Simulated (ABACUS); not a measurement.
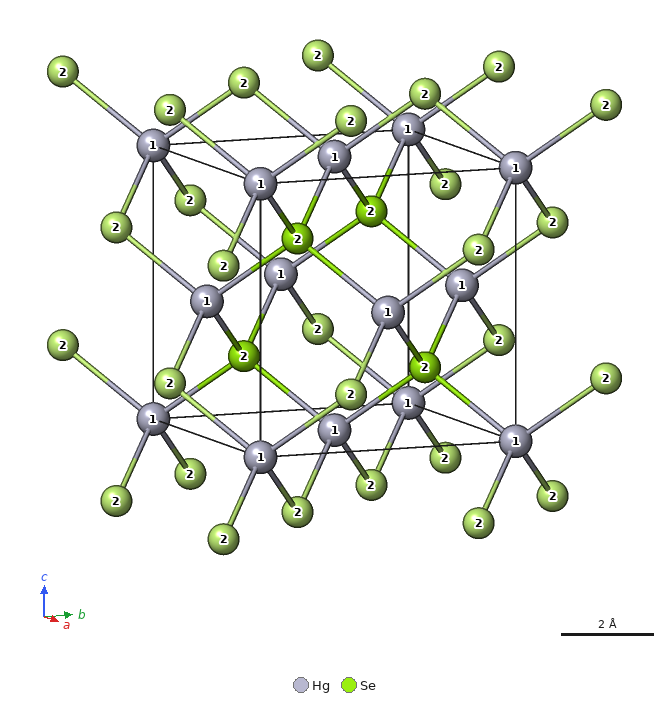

**Figure 1.** The input geometry (ball-and-stick view of the cell 4 times as large as that of the calculation, set on its symmetry axes, seen slightly off an axis; neighbours outside the cell are drawn fainter; atoms are numbered from 1 in the order of the input). Near neighbours in the crystal (not all of them lie inside the picture): Hg has 4 Se at 2.63 Å; Se has 4 Hg at 2.63 Å.

## Single-point calculation of HgSe (part 1 of 2)

System: HgSe (F-43m, 2 atoms in the cell).
Method: Kohn-Sham DFT of a periodic cell, PBE, PseudoDojo NC SR 0.4.1 PBE standard, no spin polarisation (ABACUS 3.10.1).

The structure derives from an entry of the Crystallography Open Database.

### What the program printed
```
ABACUS v3.10.1

               Atomic-orbital Based Ab-initio Computation at UStc

 ------------------------------------------------------------------------------------

 READING GENERAL INFORMATION
                           global_out_dir = OUT.HgSe/
                           global_in_card = INPUT
                               pseudo_dir = ./
                              orbital_dir = ./
                                    DSIZE = 4
                                    GSIZE = 1

 READING UNITCELL INFORMATION
                                    ntype = 2
                  lattice constant (Bohr) = 1.88973
              lattice constant (Angstrom) = 1

 READING ATOM TYPE 1
                               atom label = Hg
                      L=0, number of zeta = 3
                      L=1, number of zeta = 2
                      L=2, number of zeta = 2
                      L=3, number of zeta = 1
             number of atom for this type = 1

 READING ATOM TYPE 2
                               atom label = Se
                      L=0, number of zeta = 2
                      L=1, number of zeta = 2
                      L=2, number of zeta = 2
             number of atom for this type = 1

                        TOTAL ATOM NUMBER = 2
DIRECT COORDINATES
    atom                   x                   y                   z     mag                  vx                  vy                  vz
taud_Hg1            0.0000000000        0.0000000000        0.0000000000  0.0000        0.0000000000        0.0000000000        0.0000000000
taud_Se1            0.7500000000        0.7500000000        0.7500000000  0.0000        0.0000000000        0.0000000000        0.0000000000

                          Volume (Bohr^3) = 378.808
                             Volume (A^3) = 56.1334

 Lattice vectors: (Cartesian coordinate: in unit of a_0)
                   +0              +3.039              +3.039
               +3.039                  +0              +3.039
               +3.039              +3.039                  +0
 Reciprocal vectors: (Cartesian coordinate: in unit of 2 pi/a_0)
            -0.164528           +0.164528           +0.164528
            +0.164528           -0.164528           +0.164528
            +0.164528           +0.164528           -0.164528
 The esolver type has been set to : ksdft_lcao

                PAO radial cut off (Bohr) = 10

 Read in pseudopotential file is Hg.upf
                     pseudopotential type = NC
          exchange-correlation functional = PBE
                 nonlocal core correction = 1
                        valence electrons = 20
                                     lmax = 3
                           number of zeta = 4
                     number of projectors = 7
                           L of projector = 0
                           L of projector = 0
                           L of projector = 1
                           L of projector = 1
                           L of projector = 2
                           L of projector = 2
                           L of projector = 3
                PAO radial cut off (Bohr) = 10

 Read in pseudopotential file is Se.upf
                     pseudopotential type = NC
          exchange-correlation functional = PBE
                 nonlocal core correction = 1
                        valence electrons = 16
                                     lmax = 2
                           number of zeta = 3
                     number of projectors = 6
                           L of projector = 0
                           L of projector = 0
                           L of projector = 1
                           L of projector = 1
                           L of projector = 2
                           L of projector = 2
     initial pseudo atomic orbital number = 19

 SETUP THE ELECTRONS NUMBER
            electron number of element Hg = 20
      total electron number of element Hg = 20
            electron number of element Se = 16
      total electron number of element Se = 16
            AUTOSET number of electrons:  = 36
                           occupied bands = 18
                                   NLOCAL = 44
                                   NBANDS = 22
                                   NBANDS = 22
                                   NLOCAL = 44

%%%%%%%%%%%%%%%%%%%%%%%%%%%%%%%%%%%%%%%%%%%%%%%%%%%%%%%%%%%%%%%%%%%%%%%%%%%%%%%%%%%%%%%%%%%%%%%%%%%%%%%%%%
 Warning: the number of valence electrons in pseudopotential > 12 for Hg: [Xe] 4f14 5d10 6s2
 Warning: the number of valence electrons in pseudopotential > 6 for Se: [Ar] 3d10 4s2 4p4
 Pseudopotentials with additional electrons can yield (more) accurate outcomes, but may be less efficient.
 If you're confident that your chosen pseudopotential is appropriate, you can safely ignore this warning.
%%%%%%%%%%%%%%%%%%%%%%%%%%%%%%%%%%%%%%%%%%%%%%%%%%%%%%%%%%%%%%%%%%%%%%%%%%%%%%%%%%%%%%%%%%%%%%%%%%%%%%%%%%

 SETUP THE PLANE WAVE BASIS
 energy cutoff for charge/potential (unit:Ry) = 400
            fft grid for charge/potential = [ 54, 54, 54 ]
                        fft grid division = [ 2, 2, 2 ]
        big fft grid for charge/potential = [ 27, 27, 27 ]
                                     nbxx = 5103
                                     nrxx = 40824

 SETUP PLANE WAVES FOR CHARGE/POTENTIAL
                    number of plane waves = 51253
                         number of sticks = 1813

 PARALLEL PW FOR CHARGE/POTENTIAL
     PROC   COLUMNS(POT)             PW
        1            454          12815
        2            453          12812
        3            453          12814
        4            453          12812
 --------------- sum -------------------
        4           1813          51253
                            number of |g| = 448
                                  max |g| = 36.1647
                                  min |g| = 0.0812082

----------- Double Check Mixing Parameters Begin ------------
mixing_type: broyden
mixing_beta: 0.7
mixing_gg0: 1
mixing_gg0_min: 0.1
mixing_ndim: 8
----------- Double Check Mixing Parameters End ------------

 LATTICE VECTORS: (CARTESIAN COORDINATE: IN UNIT OF A0)
                   +0              +3.039              +3.039
               +3.039                  +0              +3.039
               +3.039              +3.039                  +0
                       right hand lattice = 1
                                   NORM_A = 4.2978
                                   NORM_B = 4.2978
                                   NORM_C = 4.2978
                           ALPHA (DEGREE) = 60
                           BETA  (DEGREE) = 60
                           GAMMA (DEGREE) = 60

 The lattice vectors have been changed (STRU_SIMPLE.cif)

(for optimal symmetric configuration:)
                             BRAVAIS TYPE = 3
                     BRAVAIS LATTICE NAME = 03. Cubic F (face-centered)
                                    ibrav = 3
                                    IBRAV = 3
                                  BRAVAIS = FACE CENTERED CUBIC
                       LATTICE CONSTANT A = 6.078
Original cell was already a primitive cell.
                        ROTATION MATRICES = 48
              PURE POINT GROUP OPERATIONS = 24
                   SPACE GROUP OPERATIONS = 24
                                       C2 = 3
                                       C3 = 8
                                       C4 = 0
                                       C6 = 0
                                       S1 = 6
                                       S3 = 0
                                       S4 = 6
                                       S6 = 0
                              POINT GROUP = T_d
                                       C2 = 3
                                       C3 = 8
                                       C4 = 0
                                       C6 = 0
                                       S1 = 6
                                       S3 = 0
                                       S4 = 6
                                       S6 = 0
               POINT GROUP IN SPACE GROUP = T_d

 SETUP K-POINTS
                                    nspin = 1
                   Input type of k points = Monkhorst-Pack(Gamma)
                                   nkstot = 512
                       right hand lattice = 1
(for reciprocal lattice: )
                             BRAVAIS TYPE = 2
                     BRAVAIS LATTICE NAME = 02. Cubic I (body-centered)
                                    ibrav = 2
                       right hand lattice = 1
(for k-lattice: )
                             BRAVAIS TYPE = 2
                     BRAVAIS LATTICE NAME = 02. Cubic I (body-centered)
                                    ibrav = 2
                       right hand lattice = 1
                        ROTATION MATRICES = 48
                               nkstot_ibz = 29
K-POINTS REDUCTION ACCORDING TO SYMMETRY
     IBZ    DIRECT_X    DIRECT_Y    DIRECT_Z  WEIGHT  ibz2bz
       1  0.00000000  0.00000000  0.00000000  0.0020       0
       2  0.12500000  0.12500000  0.12500000  0.0156       1
       3  0.25000000  0.25000000  0.25000000  0.0156       2
       4  0.37500000  0.37500000  0.37500000  0.0156       3
       5  0.50000000  0.50000000  0.50000000  0.0078       4
       6  0.12500000  0.12500000  0.00000000  0.0117       9
       7  0.25000000  0.25000000  0.12500000  0.0469      10
       8  0.37500000  0.37500000  0.25000000  0.0469      11
       9  0.50000000  0.50000000  0.37500000  0.0469      12
      10  0.50000000  0.37500000  0.37500000  0.0469      13
      11  0.37500000  0.25000000  0.25000000  0.0469      14
      12  0.12500000  0.12500000  0.25000000  0.0234      15
      13  0.25000000  0.25000000  0.00000000  0.0117      18
      14  0.37500000  0.37500000  0.12500000  0.0469      19
      15  0.50000000  0.50000000  0.25000000  0.0469      20
      16 -0.37500000  0.37500000  0.37500000  0.0469      21
      17  0.50000000  0.25000000  0.25000000  0.0234      22
      18  0.37500000  0.37500000  0.00000000  0.0117      27
      19  0.50000000  0.50000000  0.12500000  0.0469      28
      20 -0.25000000  0.37500000  0.37500000  0.0234      29
      21  0.50000000  0.50000000  0.00000000  0.0059      36
      22  0.37500000  0.25000000  0.12500000  0.0469      83
      23  0.50000000  0.37500000  0.25000000  0.0938      84
      24  0.50000000  0.37500000 -0.37500000  0.0469      85
      25  0.50000000  0.37500000  0.12500000  0.0469      92
      26  0.50000000  0.37500000 -0.25000000  0.0938      93
      27 -0.37500000  0.37500000  0.25000000  0.0469      94
      28 -0.12500000  0.50000000  0.37500000  0.0234     101
      29  0.50000000  0.25000000 -0.25000000  0.0117     166

                               nkstot now = 29
[... K-POINTS DIRECT COORDINATES: 29 rows ...]

           k-point number in this process = 29
       minimum distributed K point number = 29
[... stars of the k points ...]

[... K-POINTS CARTESIAN COORDINATES: 29 rows ...]

[... K-POINTS DIRECT COORDINATES: 29 rows ...]

 SETUP PLANE WAVES FOR WAVE FUNCTIONS
     energy cutoff for wavefunc (unit:Ry) = 100
              fft grid for wave functions = [ 54, 54, 54 ]
                    number of plane waves = 7823
                         number of sticks = 517

 PARALLEL PW FOR WAVE FUNCTIONS
     PROC   COLUMNS(POT)             PW
        1            128           1956
        2            130           1955
        3            129           1956
        4            130           1956
 --------------- sum -------------------
        4            517           7823

 SET NONLOCAL PSEUDOPOTENTIAL PROJECTORS
 SET NONLOCAL PSEUDOPOTENTIAL PROJECTORS
 max number of nonlocal projetors among all species is 7

 -------------------------------------------
 SELF-CONSISTENT
 -------------------------------------------

 SETUP SEARCHING RADIUS FOR PROGRAM TO SEARCH ADJACENT ATOMS
                  longest orb rcut (Bohr) = 7
   longest nonlocal projector rcut (Bohr) = 1.94
                     search radius (Bohr) = 17.9
              searching radius is (Bohr)) = 17.9
         searching radius unit is (Bohr)) = 1.89
                         PeriodicBoundary = 1
                        Radius(unit:lat0) = 9.46
                                   glayer = [ 4, 4, 4 ]
                             glayer_minus = [ 3, 3, 3 ]

Find the coordinate range of the input atom(unit:lat0).
                                  min_tau = [ -18.2, -18.2, -18.2 ]
                                  max_tau = [ 22.8, 22.8, 22.8 ]
                                BoxNumber = [ 7, 7, 7 ]

 SETUP EXTENDED REAL SPACE GRID FOR GRID INTEGRATION
                          real space grid = [ 54, 54, 54 ]
                 big cell numbers in grid = [ 27, 27, 27 ]
             meshcell numbers in big cell = [ 2, 2, 2 ]
                        extended fft grid = [ 29, 29, 29 ]
                dimension of extened grid = [ 86, 86, 86 ]
                            UnitCellTotal = 125
              Atom number in sub-FFT-grid = 2
    Local orbitals number in sub-FFT-grid = 44
                                ParaV.nnr = 20302
                                 init_chg = atomic

 LCAO ALGORITHM --------------- ION=   1  ELEC=   1--------------------------------

 Density error is 0.0283283714998
----------------------------------------------------------
     Energy           Rydberg                 eV
----------------------------------------------------------
 E_KohnSham     -575.7030568253      -7832.8419288418
 E_Harris       -576.5186830117      -7843.9390924143
 E_Fermi        0.6588153566         8.9636427799
----------------------------------------------------------

 LCAO ALGORITHM --------------- ION=   1  ELEC=   2--------------------------------

 Density error is 0.00992532151578
----------------------------------------------------------
     Energy           Rydberg                 eV
----------------------------------------------------------
 E_KohnSham     -575.7222812688      -7833.1034908139
 E_Harris       -575.3001256499      -7827.3597689548
 E_Fermi        0.6828783661         9.2910368193
----------------------------------------------------------

 LCAO ALGORITHM --------------- ION=   1  ELEC=   3--------------------------------

 Density error is 0.00324155842719
----------------------------------------------------------
     Energy           Rydberg                 eV
----------------------------------------------------------
 E_KohnSham     -575.7245647885      -7833.1345596933
 E_Harris       -575.7977099618      -7834.1297508319
 E_Fermi        0.6771441605         9.2130189501
----------------------------------------------------------

 LCAO ALGORITHM --------------- ION=   1  ELEC=   4--------------------------------

 Density error is 0.000296828442594
----------------------------------------------------------
     Energy           Rydberg                 eV
----------------------------------------------------------
 E_KohnSham     -575.7245770206      -7833.1347261198
 E_Harris       -575.7112133932      -7832.9529046412
 E_Fermi        0.6772923700         9.2150354436
----------------------------------------------------------

 LCAO ALGORITHM --------------- ION=   1  ELEC=   5--------------------------------

 Density error is 7.55828448434e-05
----------------------------------------------------------
     Energy           Rydberg                 eV
----------------------------------------------------------
 E_KohnSham     -575.7245773718      -7833.1347308987
 E_Harris       -575.7214513152      -7833.0921987162
 E_Fermi        0.6775165438         9.2180854848
----------------------------------------------------------

 LCAO ALGORITHM --------------- ION=   1  ELEC=   6--------------------------------

 Density error is 1.59940574363e-05
----------------------------------------------------------
     Energy           Rydberg                 eV
```
